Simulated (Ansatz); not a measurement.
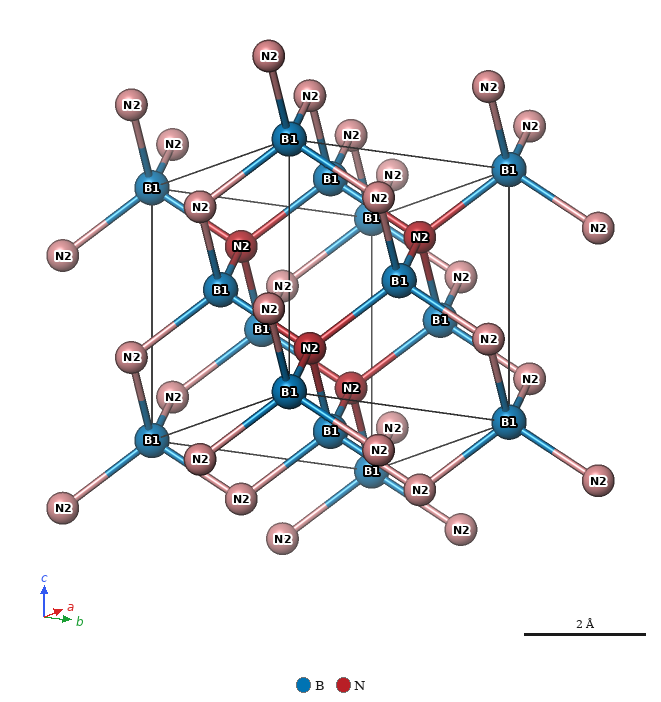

*The structure as given in the input (ball-and-stick view of the cell 4 times as large as that of the calculation, set on its symmetry axes, seen at an oblique angle; neighbours outside the cell are drawn fainter; atoms are numbered from 1 in the order of the input). An atom can appear more than once, as a periodic image.*

## Run report: BN, geometry relaxation (part 1 of 2)

System: BN (2 atoms in the cell).
Method: DFT, LDA, PAW with Ansatz's default frozen-core files, scalar-relativistic, no spin polarisation (Ansatz 0.2.0).

The structure was built on a prototype by a generator; it need not be a known phase. It belongs to a series of runs on one base structure; here: bulk cell relaxed. Figures and captions count atoms from 1; the log counts them from 0 in places.

**Output**
```
Engine: ansatz 0.2.0, aarch64-unknown-linux-gnu
Pseudopotentials: kind: paw
Pseudopotential: B, paw, valence charge 3, recommended cutoff 420 eV (normal), B.paw.azcp
Pseudopotential: N, paw, valence charge 5, recommended cutoff 420 eV (normal), N.paw.azcp
Functional definition: SPW92
  exchange = slater_x
  correlation = pw_c
Crystal: 2 atoms, lattice volume = 20.000 Å³
Basis set: ecut = 420 eV, 387 PW (Γ)
Bands: 8, of which v1, the nominal top of the filled ones, is band 4 counted from 1 (3 counted from 0)
Symmetry: 24 space group operations
Space group: F-43m (ITA 216), of the structure as read, at distance tolerance 2.7e-5 Å
k-points: 84 of 2197 (time reversal used)
Non-local potential: B, projectors of the file, l = 0: 2, l = 1: 2, l = 2: 1
Non-local potential: N, projectors of the file, l = 0: 2, l = 1: 2, l = 2: 1
PAW form: soft (Blöchl's): semilocal exchange-correlation on the pseudo side does not see the compensation charge
PAW frozen core: B, regenerated for the run's functional, and the local potential with it (the file was generated under x = pbe(κ = 0.804, μ = 0.2195149727645171), c = pbe(β = 0.06672455060314922))
PAW frozen core: N, regenerated for the run's functional, and the local potential with it (the file was generated under x = pbe(κ = 0.804, μ = 0.2195149727645171), c = pbe(β = 0.06672455060314922))
PAW one-centre angular grid: B, 110 points (default); XC on 64 Gauss nodes
PAW one-centre angular grid: N, 110 points (default); XC on 64 Gauss nodes
Initial density: superposition of atomic densities (neutral atoms: chi_scale 0, normalization atom), corrected by the library's trained network
Initial wavefunctions: pseudopotential atomic-orbital guess
Functional: x = slater, c = lda
SCF iter   1: F=—  HF=-523.244751 eV  |F-HF|=—  |Δ(HF+E_count)|=         —  Δρ=6.95e-3  dr2=1.03e-2  ethr=1.77e-3  ⟨swp⟩=4.2  Hψ=4173  notcnv=0
preconditioner: auto → none  [insulator: Δε(μ)=3.218 eV  Ē_g=13.345 eV  σ=0.020 eV  W_gap=1.00  n_scr=0 (ndim 8)  ℏωp=23.5 eV  f_vac=0.000  D(μ)=0.00/eV (n_scr^D=0)  ε∞_Penn≈4.1]
SCF iter   2: F=—  HF=-523.242355 eV  |F-HF|=—  |Δ(HF+E_count)|=   2.40e-3  Δρ=2.86e-3  dr2=1.65e-3  ethr=1.29e-4  ⟨swp⟩=1.0  Hψ=1344  notcnv=0
SCF iter   3: F=—  HF=-523.241978 eV  |F-HF|=—  |Δ(HF+E_count)|=   3.77e-4  Δρ=2.52e-4  dr2=7.54e-6  ethr=2.07e-5  ⟨swp⟩=2.3  Hψ=917  notcnv=0
SCF iter   4: F=—  HF=-523.241979 eV  |F-HF|=—  |Δ(HF+E_count)|=   1.73e-6  Δρ=2.95e-5  dr2=1.08e-7  ethr=9.43e-8  ⟨swp⟩=2.4  Hψ=951  notcnv=0
iter 5 did not close the SCF: its close was put off for the readings that it lacked (scf_convergence_deferred on its scf_iter line)
SCF iter   5: F=-523.241979 eV  HF=-523.241979 eV  |F-HF|=3.34e-10  |Δ(HF+E_count)|=   1.79e-8  Δρ=4.26e-6  dr2=1.32e-9  ethr=1.36e-9  ⟨swp⟩=2.2  Hψ=1012  notcnv=0
SCF iter   6: F=-523.241979 eV  HF=-523.241979 eV  |F-HF|=2.27e-13  |Δ(HF+E_count)|=  4.02e-10  Δρ=8.81e-8  dr2=1.32e-12  ethr=1.65e-11  ⟨swp⟩=4.1  Hψ=2714  notcnv=0
SCF 1 converged in 6 iterations: F = -523.241979 eV  dr2 = 1.32e-12
  greatest PAW one-centre occupation: 0.765 electrons in one spin orbital (limit 2), on the N atom at site 1 (counted from 0), in its partial waves of l = 0
relax step   1: F+E_penalty+E_count = -523.24197922 eV  Δ(F+E_penalty+E_count) = +0.000e0 eV  max|allowed force component| = 5.089e-16 eV/Å  Δτ_max = 0.0000 Å  P = -77.164 GPa  Ω = 20.000 Å³  (6 SCF iters, accepted)
Crystal: 2 atoms, lattice volume = 17.215 Å³
Basis set: ecut = 420 eV, 331 PW (Γ)
Initial density: handed on by an earlier stage of this run
Initial wavefunctions: those handed on with the density
iter 1 solved again at ethr=8.37e-4 eV; its pass at ethr=3.10e-3 eV (dr2=6.69e-2 eV) is discarded
SCF iter   1: F=—  HF=-524.616981 eV  |F-HF|=—  |Δ(HF+E_count)|=         —  Δρ=1.95e-2  dr2=6.70e-2  ethr=8.37e-4  ⟨swp⟩=1.0  Hψ=5242  notcnv=0
preconditioner: auto → none  [insulator: Δε(μ)=4.078 eV  Ē_g=15.024 eV  σ=0.020 eV  W_gap=1.00  n_scr=0 (ndim 8)  ℏωp=25.3 eV  f_vac=0.000  D(μ)=0.00/eV (n_scr^D=0)  ε∞_Penn≈3.8]
SCF iter   2: F=—  HF=-524.596520 eV  |F-HF|=—  |Δ(HF+E_count)|=   2.05e-2  Δρ=7.26e-3  dr2=9.78e-3  ethr=8.37e-4  ⟨swp⟩=3.0  Hψ=1229  notcnv=0
SCF iter   3: F=—  HF=-524.593183 eV  |F-HF|=—  |Δ(HF+E_count)|=   3.34e-3  Δρ=7.05e-4  dr2=4.81e-5  ethr=1.22e-4  ⟨swp⟩=2.8  Hψ=1328  notcnv=0
SCF iter   4: F=—  HF=-524.593182 eV  |F-HF|=—  |Δ(HF+E_count)|=   1.73e-6  Δρ=5.75e-5  dr2=3.08e-7  ethr=6.01e-7  ⟨swp⟩=1.1  Hψ=685  notcnv=0
iter 5 did not close the SCF: its close was put off for the readings that it lacked (scf_convergence_deferred on its scf_iter line)
SCF iter   5: F=-524.593182 eV  HF=-524.593182 eV  |F-HF|=2.88e-10  |Δ(HF+E_count)|=   8.73e-8  Δρ=5.66e-6  dr2=1.66e-9  ethr=3.85e-9  ⟨swp⟩=2.1  Hψ=983  notcnv=0
SCF iter   6: F=-524.593182 eV  HF=-524.593182 eV  |F-HF|=7.96e-13  |Δ(HF+E_count)|=  4.35e-10  Δρ=1.40e-7  dr2=1.26e-12  ethr=2.07e-11  ⟨swp⟩=4.5  Hψ=2760  notcnv=0
SCF 2 converged in 6 iterations: F = -524.593182 eV  dr2 = 1.26e-12
  greatest PAW one-centre occupation: 0.763 electrons in one spin orbital (limit 2), on the N atom at site 1 (counted from 0), in its partial waves of l = 0
relax step   2: F+E_penalty+E_count = -524.59318163 eV  Δ(F+E_penalty+E_count) = -1.351e0 eV  max|allowed force component| = 1.110e-16 eV/Å  Δτ_max = 0.0000 Å  P = -75.417 GPa  Ω = 17.215 Å³  energy of the carried Pulay correction = +1.320e-2 eV  (6 SCF iters, dr2 threshold 2.00e-7 eV, accepted)
Crystal: 2 atoms, lattice volume = 14.702 Å³
Basis set: ecut = 420 eV, 283 PW (Γ)
iter 1 solved again at ethr=1.17e-3 eV; its pass at ethr=3.10e-3 eV (dr2=9.34e-2 eV) is discarded
SCF iter   1: F=—  HF=-525.743201 eV  |F-HF|=—  |Δ(HF+E_count)|=         —  Δρ=2.58e-2  dr2=9.36e-2  ethr=1.17e-3  ⟨swp⟩=1.0  Hψ=5278  notcnv=0
preconditioner: auto → none  [insulator: Δε(μ)=4.386 eV  Ē_g=16.933 eV  σ=0.020 eV  W_gap=1.00  n_scr=0 (ndim 8)  ℏωp=27.4 eV  f_vac=0.000  D(μ)=0.00/eV (n_scr^D=0)  ε∞_Penn≈3.6]
SCF iter   2: F=—  HF=-525.712154 eV  |F-HF|=—  |Δ(HF+E_count)|=   3.10e-2  Δρ=9.26e-3  dr2=1.26e-2  ethr=1.17e-3  ⟨swp⟩=3.0  Hψ=1252  notcnv=0
SCF iter   3: F=—  HF=-525.707447 eV  |F-HF|=—  |Δ(HF+E_count)|=   4.71e-3  Δρ=9.74e-4  dr2=7.45e-5  ethr=1.58e-4  ⟨swp⟩=2.8  Hψ=1328  notcnv=0
SCF iter   4: F=—  HF=-525.707444 eV  |F-HF|=—  |Δ(HF+E_count)|=   3.44e-6  Δρ=9.50e-5  dr2=5.43e-7  ethr=9.31e-7  ⟨swp⟩=1.2  Hψ=688  notcnv=0
iter 5 did not close the SCF: its close was put off for the readings that it lacked (scf_convergence_deferred on its scf_iter line)
SCF iter   5: F=-525.707444 eV  HF=-525.707444 eV  |F-HF|=3.32e-10  |Δ(HF+E_count)|=   1.53e-7  Δρ=7.10e-6  dr2=2.15e-9  ethr=6.79e-9  ⟨swp⟩=2.6  Hψ=1017  notcnv=0
SCF iter   6: F=-525.707444 eV  HF=-525.707444 eV  |F-HF|=3.30e-12  |Δ(HF+E_count)|=  5.70e-10  Δρ=4.52e-7  dr2=1.16e-11  ethr=2.69e-11  ⟨swp⟩=4.0  Hψ=2933  notcnv=0
SCF 3 converged in 6 iterations: F = -525.707444 eV  dr2 = 1.16e-11
relax step   3: F+E_penalty+E_count = -525.70744400 eV  Δ(F+E_penalty+E_count) = -1.114e0 eV  max|allowed force component| = 3.932e-16 eV/Å  Δτ_max = 0.0000 Å  P = -62.047 GPa  Ω = 14.702 Å³  energy of the carried Pulay correction = +2.695e-2 eV  (6 SCF iters, dr2 threshold 2.00e-7 eV, accepted)
Crystal: 2 atoms, lattice volume = 12.391 Å³
Basis set: ecut = 420 eV, 259 PW (Γ)
iter 1 solved again at ethr=1.73e-3 eV; its pass at ethr=3.10e-3 eV (dr2=1.39e-1 eV) is discarded
SCF iter   1: F=—  HF=-526.452271 eV  |F-HF|=—  |Δ(HF+E_count)|=         —  Δρ=3.58e-2  dr2=1.39e-1  ethr=1.73e-3  ⟨swp⟩=1.0  Hψ=5521  notcnv=0
preconditioner: auto → none  [insulator: Δε(μ)=4.716 eV  Ē_g=19.228 eV  σ=0.020 eV  W_gap=1.00  n_scr=0 (ndim 8)  ℏωp=29.8 eV  f_vac=0.000  D(μ)=0.00/eV (n_scr^D=0)  ε∞_Penn≈3.4]
SCF iter   2: F=—  HF=-526.403091 eV  |F-HF|=—  |Δ(HF+E_count)|=   4.92e-2  Δρ=1.39e-2  dr2=1.81e-2  ethr=1.73e-3  ⟨swp⟩=2.5  Hψ=1286  notcnv=0
SCF iter   3: F=—  HF=-526.397170 eV  |F-HF|=—  |Δ(HF+E_count)|=   5.92e-3  Δρ=4.62e-3  dr2=2.42e-3  ethr=2.26e-4  ⟨swp⟩=3.0  Hψ=1333  notcnv=0
SCF iter   4: F=—  HF=-526.396342 eV  |F-HF|=—  |Δ(HF+E_count)|=   8.28e-4  Δρ=6.83e-4  dr2=2.06e-5  ethr=3.02e-5  ⟨swp⟩=2.7  Hψ=1320  notcnv=0
SCF iter   5: F=—  HF=-526.396341 eV  |F-HF|=—  |Δ(HF+E_count)|=   1.35e-6  Δρ=2.55e-5  dr2=3.51e-8  ethr=2.50e-9  ⟨swp⟩=6.6  Hψ=3538  notcnv=0
SCF iter   6: F=-526.396341 eV  HF=-526.396341 eV  |F-HF|=8.19e-12  |Δ(HF+E_count)|=   1.18e-9  Δρ=2.49e-6  dr2=2.05e-10  ethr=4.39e-10  ⟨swp⟩=5.0  Hψ=3134  notcnv=0
SCF 4 converged in 6 iterations: F = -526.396341 eV  dr2 = 2.05e-10
  greatest PAW one-centre occupation: 0.775 electrons in one spin orbital (limit 2), on the N atom at site 1 (counted from 0), in its partial waves of l = 0
relax step   4: F+E_penalty+E_count = -526.39634077 eV  Δ(F+E_penalty+E_count) = -6.889e-1 eV  max|allowed force component| = 3.469e-16 eV/Å  Δτ_max = 0.0000 Å  P = -25.754 GPa  Ω = 12.391 Å³  energy of the carried Pulay correction = +4.147e-2 eV  (6 SCF iters, dr2 threshold 2.00e-7 eV, accepted)
Crystal: 2 atoms, lattice volume = 11.514 Å³
Basis set: ecut = 420 eV, 229 PW (Γ)
iter 1 solved again at ethr=4.03e-4 eV; its pass at ethr=3.10e-3 eV (dr2=3.23e-2 eV) is discarded
SCF iter   1: F=—  HF=-526.490801 eV  |F-HF|=—  |Δ(HF+E_count)|=         —  Δρ=1.84e-2  dr2=3.31e-2  ethr=4.03e-4  ⟨swp⟩=1.0  Hψ=5380  notcnv=0
preconditioner: auto → none  [insulator: Δε(μ)=4.639 eV  Ē_g=20.243 eV  σ=0.020 eV  W_gap=1.00  n_scr=0 (ndim 8)  ℏωp=31.0 eV  f_vac=0.000  D(μ)=0.00/eV (n_scr^D=0)  ε∞_Penn≈3.3]
SCF iter   2: F=—  HF=-526.478973 eV  |F-HF|=—  |Δ(HF+E_count)|=   1.18e-2  Δρ=6.70e-3  dr2=3.79e-3  ethr=4.03e-4  ⟨swp⟩=2.6  Hψ=1291  notcnv=0
SCF iter   3: F=—  HF=-526.477665 eV  |F-HF|=—  |Δ(HF+E_count)|=   1.31e-3  Δρ=2.17e-3  dr2=4.67e-4  ethr=4.73e-5  ⟨swp⟩=3.0  Hψ=1328  notcnv=0
SCF iter   4: F=—  HF=-526.477502 eV  |F-HF|=—  |Δ(HF+E_count)|=   1.63e-4  Δρ=3.19e-4  dr2=3.90e-6  ethr=5.84e-6  ⟨swp⟩=2.8  Hψ=1120  notcnv=0
SCF iter   5: F=—  HF=-526.477502 eV  |F-HF|=—  |Δ(HF+E_count)|=   6.08e-7  Δρ=7.92e-6  dr2=2.27e-9  ethr=2.50e-9  ⟨swp⟩=7.9  Hψ=3197  notcnv=0
SCF iter   6: F=-526.477502 eV  HF=-526.477502 eV  |F-HF|=1.14e-13  |Δ(HF+E_count)|=  6.25e-10  Δρ=1.02e-6  dr2=3.55e-11  ethr=2.84e-11  ⟨swp⟩=4.9  Hψ=2815  notcnv=0
SCF 5 converged in 6 iterations: F = -526.477502 eV  dr2 = 3.55e-11
  greatest PAW one-centre occupation: 0.782 electrons in one spin orbital (limit 2), on the N atom at site 1 (counted from 0), in its partial waves of l = 0
relax step   5: F+E_penalty+E_count = -526.47750161 eV  Δ(F+E_penalty+E_count) = -8.116e-2 eV  max|allowed force component| = 3.007e-16 eV/Å  Δτ_max = 0.0000 Å  P = -0.176 GPa  Ω = 11.514 Å³  energy of the carried Pulay correction = +4.753e-2 eV  (6 SCF iters, dr2 threshold 2.00e-7 eV, accepted)
Crystal: 2 atoms, lattice volume = 11.509 Å³
iter 1 solved again at ethr=1.68e-8 eV; its pass at ethr=3.10e-3 eV (dr2=1.35e-6 eV) is discarded
SCF iter   1: F=—  HF=-526.477541 eV  |F-HF|=—  |Δ(HF+E_count)|=         —  Δρ=1.16e-4  dr2=1.33e-6  ethr=1.68e-8  ⟨swp⟩=1.0  Hψ=4773  notcnv=0
preconditioner: auto → none  [insulator: Δε(μ)=4.468 eV  Ē_g=20.214 eV  σ=0.020 eV  W_gap=1.00  n_scr=0 (ndim 8)  ℏωp=31.0 eV  f_vac=0.000  D(μ)=0.00/eV (n_scr^D=0)  ε∞_Penn≈3.3]
SCF iter   2: F=—  HF=-526.477540 eV  |F-HF|=—  |Δ(HF+E_count)|=   4.66e-7  Δρ=4.22e-5  dr2=1.51e-7  ethr=1.66e-8  ⟨swp⟩=2.4  Hψ=1021  notcnv=0
SCF iter   3: F=-526.477540 eV  HF=-526.477540 eV  |F-HF|=1.03e-8  |Δ(HF+E_count)|=   5.16e-8  Δρ=1.37e-5  dr2=1.86e-8  ethr=9.65e-10  ⟨swp⟩=7.0  Hψ=2885  notcnv=0
SCF 6 converged in 3 iterations: F = -526.477540 eV  dr2 = 1.86e-8
relax step   6: F+E_penalty+E_count = -526.47754033 eV  Δ(F+E_penalty+E_count) = -3.872e-5 eV  max|allowed force component| = 1.989e-16 eV/Å  Δτ_max = 0.0000 Å  P = -0.002 GPa  Ω = 11.509 Å³  energy of the carried Pulay correction = +4.757e-2 eV  (3 SCF iters, dr2 threshold 7.72e-8 eV, accepted)
Initial wavefunctions: pseudopotential atomic-orbital guess (no wavefunctions were taken with the density)
iter 1 solved again at ethr=2.52e-7 eV; its pass at ethr=3.10e-3 eV (dr2=2.02e-5 eV) is discarded
SCF iter   1: F=—  HF=-526.468608 eV  |F-HF|=—  |Δ(HF+E_count)|=         —  Δρ=1.21e-3  dr2=2.12e-5  ethr=2.52e-7  ⟨swp⟩=2.0  Hψ=6024  notcnv=0
preconditioner: auto → none  [insulator: Δε(μ)=4.463 eV  Ē_g=20.214 eV  σ=0.020 eV  W_gap=1.00  n_scr=0 (ndim 8)  ℏωp=31.0 eV  f_vac=0.000  D(μ)=0.00/eV (n_scr^D=0)  ε∞_Penn≈3.3]
SCF iter   2: F=—  HF=-526.468614 eV  |F-HF|=—  |Δ(HF+E_count)|=   5.88e-6  Δρ=5.86e-4  dr2=5.26e-6  ethr=2.52e-7  ⟨swp⟩=2.0  Hψ=993  notcnv=0
SCF iter   3: F=—  HF=-526.468617 eV  |F-HF|=—  |Δ(HF+E_count)|=   3.34e-6  Δρ=1.72e-4  dr2=1.49e-6  ethr=6.58e-8  ⟨swp⟩=2.0  Hψ=910  notcnv=0
SCF iter   4: F=—  HF=-526.468617 eV  |F-HF|=—  |Δ(HF+E_count)|=   9.57e-8  Δρ=1.53e-5  dr2=7.01e-9  ethr=1.87e-8  ⟨swp⟩=2.6  Hψ=997  notcnv=0
SCF iter   5: F=—  HF=-526.468617 eV  |F-HF|=—  |Δ(HF+E_count)|=   1.16e-9  Δρ=1.32e-6  dr2=5.03e-11  ethr=8.76e-11  ⟨swp⟩=2.2  Hψ=997  notcnv=0
SCF iter   6: F=-526.468617 eV  HF=-526.468617 eV  |F-HF|=0.00e0  |Δ(HF+E_count)|=  5.23e-12  Δρ=6.26e-8  dr2=9.62e-14  ethr=1.00e-12  ⟨swp⟩=4.9  Hψ=2156  notcnv=0
SCF 7 converged in 6 iterations: F = -526.468617 eV  dr2 = 9.62e-14
relax step   7: F+E_penalty+E_count = -526.46861677 eV  Δ(F+E_penalty+E_count) = +8.924e-3 eV  max|allowed force component| = 2.313e-16 eV/Å  Δτ_max = 0.0000 Å  P = -1.152 GPa  Ω = 11.509 Å³  stress off target by 1.15e0 GPa  SCF on the basis re-selected at this cell (its energy is not comparable with the rows above)  (6 SCF iters)
basis re-selected at this cell: Δ(F+E_penalty+E_count) = +8.924e-3 eV, ΔP = -1.150 GPa vs the last step (what re-selecting the basis moved, of the pressure what is left beyond the Pulay correction that the steps carried, after the strain that the cell walked since its last selection, with what the two solves' SCF thresholds leave and, on support functions, any second-order correction that the steps lacked; it is no measure of the basis error at this ecutwfc). The dense FFT grid was sized anew with the basis: this SCF ran on 18×18×18 points, the steps before it on 24×24×24, so part of this shift can come from that change (see relax.cell in the input reference). This SCF's stress stands 1.15e0 GPa from its target on what of the cell is left free (relax.cell.stress_tol is 5.00e-2 GPa) and its largest allowed force component is 2.31e-16 eV/Å (relax.f_tol is 5.00e-3 eV/Å): not within both, so this SCF does not close the relaxation
Crystal: 2 atoms, lattice volume = 11.475 Å³
iter 1 solved again at ethr=7.59e-7 eV; its pass at ethr=3.10e-3 eV (dr2=6.07e-5 eV) is discarded
SCF iter   1: F=—  HF=-526.469036 eV  |F-HF|=—  |Δ(HF+E_count)|=         —  Δρ=7.80e-4  dr2=5.92e-5  ethr=7.59e-7  ⟨swp⟩=1.0  Hψ=4735  notcnv=0
preconditioner: auto → none  [insulator: Δε(μ)=4.476 eV  Ē_g=20.258 eV  σ=0.020 eV  W_gap=1.00  n_scr=0 (ndim 8)  ℏωp=31.0 eV  f_vac=0.000  D(μ)=0.00/eV (n_scr^D=0)  ε∞_Penn≈3.3]
SCF iter   2: F=—  HF=-526.469015 eV  |F-HF|=—  |Δ(HF+E_count)|=   2.09e-5  Δρ=2.81e-4  dr2=6.68e-6  ethr=7.40e-7  ⟨swp⟩=2.5  Hψ=1023  notcnv=0
SCF iter   3: F=—  HF=-526.469012 eV  |F-HF|=—  |Δ(HF+E_count)|=   2.29e-6  Δρ=9.00e-5  dr2=8.11e-7  ethr=8.35e-8  ⟨swp⟩=2.0  Hψ=995  notcnv=0
SCF iter   4: F=-526.469012 eV  HF=-526.469012 eV  |F-HF|=4.18e-10  |Δ(HF+E_count)|=   2.78e-7  Δρ=1.35e-5  dr2=7.00e-9  ethr=2.50e-9  ⟨swp⟩=7.8  Hψ=3238  notcnv=0
SCF 8 converged in 4 iterations: F = -526.469012 eV  dr2 = 7.00e-9
relax step   8: F+E_penalty+E_count = -526.46901207 eV  Δ(F+E_penalty+E_count) = -3.953e-4 eV  max|allowed force component| = 3.099e-16 eV/Å  Δτ_max = 0.0000 Å  P = +0.050 GPa  Ω = 11.475 Å³  energy of the carried Pulay correction = +2.796e-4 eV  (4 SCF iters, dr2 threshold 2.00e-7 eV, accepted)
Crystal: 2 atoms, lattice volume = 11.477 Å³
iter 1 solved again at ethr=1.43e-9 eV; its pass at ethr=3.10e-3 eV (dr2=1.14e-7 eV) is discarded
SCF iter   1: F=—  HF=-526.469001 eV  |F-HF|=—  |Δ(HF+E_count)|=         —  Δρ=3.75e-5  dr2=1.11e-7  ethr=1.43e-9  ⟨swp⟩=1.0  Hψ=4736  notcnv=0
preconditioner: auto → none  [insulator: Δε(μ)=4.468 eV  Ē_g=20.255 eV  σ=0.020 eV  W_gap=1.00  n_scr=0 (ndim 8)  ℏωp=31.0 eV  f_vac=0.000  D(μ)=0.00/eV (n_scr^D=0)  ε∞_Penn≈3.3]
SCF iter   2: F=—  HF=-526.469001 eV  |F-HF|=—  |Δ(HF+E_count)|=   4.24e-8  Δρ=1.15e-5  dr2=1.19e-8  ethr=1.39e-9  ⟨swp⟩=2.6  Hψ=1018  notcnv=0
SCF iter   3: F=-526.469001 eV  HF=-526.469001 eV  |F-HF|=8.66e-10  |Δ(HF+E_count)|=   4.66e-9  Δρ=4.05e-6  dr2=1.28e-9  ethr=7.89e-11  ⟨swp⟩=6.0  Hψ=2639  notcnv=0
SCF 9 converged in 3 iterations: F = -526.469001 eV  dr2 = 1.28e-9
relax step   9: F+E_penalty+E_count = -526.46900063 eV  Δ(F+E_penalty+E_count) = +1.144e-5 eV  max|allowed force component| = 8.327e-17 eV/Å  Δτ_max = 0.0000 Å  P = -0.000 GPa  Ω = 11.477 Å³  energy of the carried Pulay correction = +2.679e-4 eV  (3 SCF iters, dr2 threshold 6.31e-9 eV, accepted)
iter 1 solved again at ethr=5.46e-9 eV; its pass at ethr=3.10e-3 eV (dr2=4.37e-7 eV) is discarded
SCF iter   1: F=—  HF=-526.468585 eV  |F-HF|=—  |Δ(HF+E_count)|=         —  Δρ=4.57e-5  dr2=3.86e-8  ethr=5.46e-9  ⟨swp⟩=3.0  Hψ=6477  notcnv=0
SCF iter   2: F=—  HF=-526.468585 eV  |F-HF|=—  |Δ(HF+E_count)|=  1.10e-10  Δρ=2.13e-5  dr2=8.34e-9  ethr=4.82e-10  ⟨swp⟩=2.5  Hψ=1002  notcnv=0
SCF iter   3: F=—  HF=-526.468585 eV  |F-HF|=—  |Δ(HF+E_count)|=   2.41e-9  Δρ=7.60e-6  dr2=1.41e-9  ethr=1.04e-10  ⟨swp⟩=1.9  Hψ=870  notcnv=0
SCF iter   4: F=-526.468585 eV  HF=-526.468585 eV  |F-HF|=2.16e-12  |Δ(HF+E_count)|=  9.38e-11  Δρ=7.30e-7  dr2=1.52e-11  ethr=1.00e-12  ⟨swp⟩=4.0  Hψ=2924  notcnv=0
SCF 10 converged in 4 iterations: F = -526.468585 eV  dr2 = 1.52e-11
relax step  10: F+E_penalty+E_count = -526.46858534 eV  Δ(F+E_penalty+E_count) = +4.153e-4 eV  max|allowed force component| = 3.816e-17 eV/Å  Δτ_max = 0.0000 Å  P = -0.036 GPa  Ω = 11.477 Å³  stress off target by 3.60e-2 GPa  SCF on the basis re-selected at this cell (its energy is not comparable with the rows above)  (4 SCF iters)
```
